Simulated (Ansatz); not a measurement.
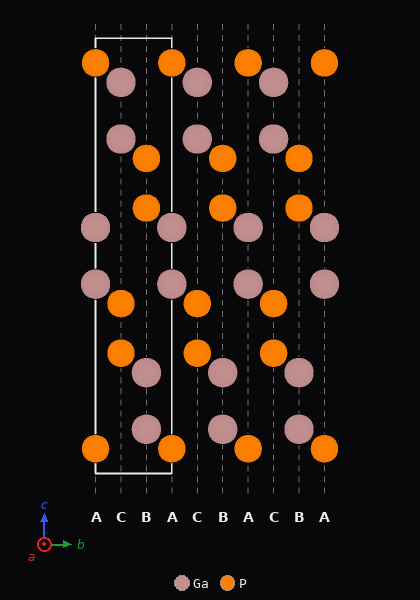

Projection along an edge of the hexagonal mesh, stacking direction c upwards. The dashed lines mark the three columns A (0, 0), B (1/3, 2/3) and C (2/3, 1/3). The sequence starts with the first layer at or above the cell's origin.

GaP: coordinates from a relaxation at fixed volume with DFT PBE, scalar-relativistic, plane waves, PAW in Ansatz 0.2.0.

### List the layers of one repeat.

P(A) – Ga(B) – Ga(B) – P(C) – P(C) – Ga(A) – Ga(A) – P(B) – P(B) – Ga(C) – Ga(C) – P(A) (twelve layers in 19.85 Å).
